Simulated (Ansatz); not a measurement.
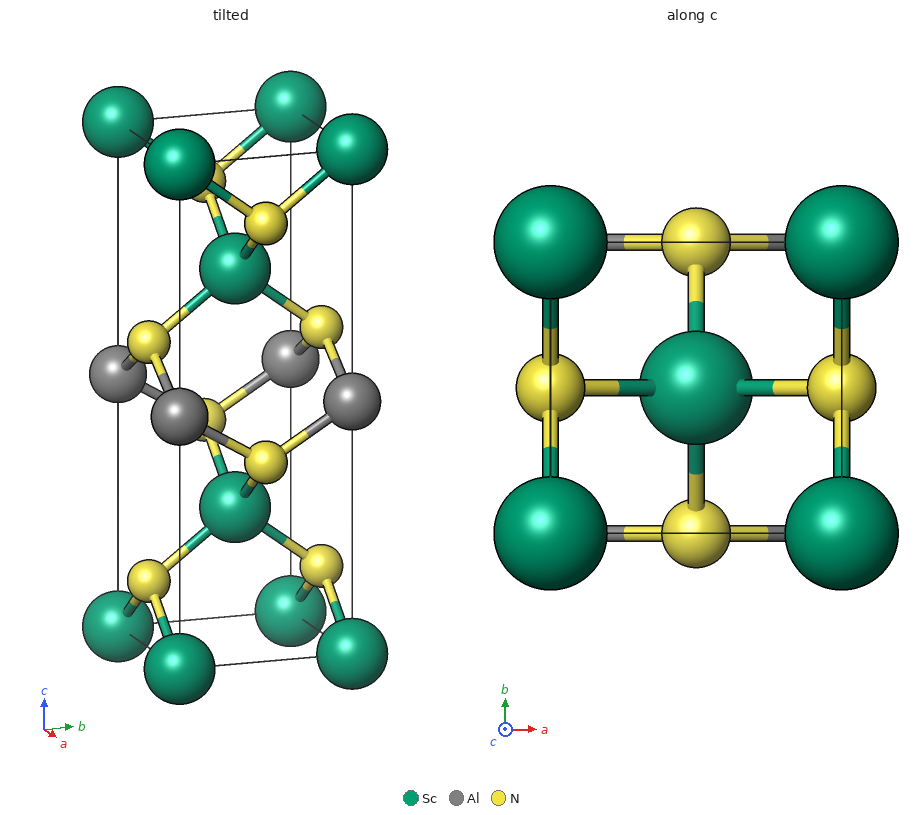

Ball-and-stick representation of a periodic structure, projected slightly off an axis and along the c axis. The conventional unit cell is drawn as a box. Cell: a = 3.37 Å, b = 3.37 Å, c = 9.56 Å, α = 90.00°, β = 90.00°, γ = 90.00°.

The model was built from a structure type filled with these elements by a generator (whether the compound takes this form wasn't checked). Earlier steps of the study may have refined or changed the cell and positions. It was the input of a calculation with Ansatz.

> Describe the arrangement of the atoms.

The material is Sc3AlN4. The space group is P-4m2 (No. 115); the lattice is primitive tetragonal. In the cell are 3 Sc, 1 Al, 4 N, which makes 1 formula unit. The coordination shell of Sc holds four N in a tetrahedral arrangement at about 2.1 Å. Each Al has four N in a distorted tetrahedral arrangement at about 2.0 Å. N takes two kinds of site: 2g with four Sc in a tetrahedral arrangement at about 2.1 Å; 2g with two Sc and two Al in a distorted tetrahedral arrangement (about 2.1 Å to Sc, 2.0 Å to Al). The bonds build a three-dimensional framework.

The numbers come from DFT PBE, scalar-relativistic, plane waves, PAW (Ansatz), using E_cut = 420 eV, k-points on an 8×8×4 grid, Gaussian smearing of 0.02 eV, no spin polarisation.

> Is it conducting or gapped at this level?

A semiconductor at this level, with a gap of 2.01 eV, indirect.

> Predict the Bader charges.

Sc +1.80 e; Al +2.38 e; N -2.10 to -1.79 e.

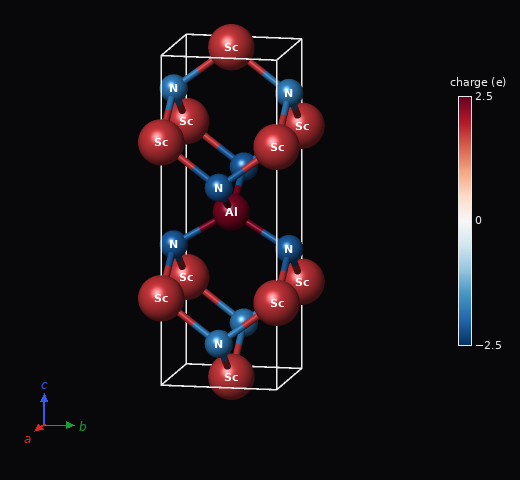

The atoms coloured by those charges. The run's cell of 8 atoms is drawn, so axes and origin can differ from the first picture.

> Is this an equilibrium geometry for the method given?

Yes. The largest force is 0.01 eV/Å. The pressure is 0.0 GPa, close to zero.
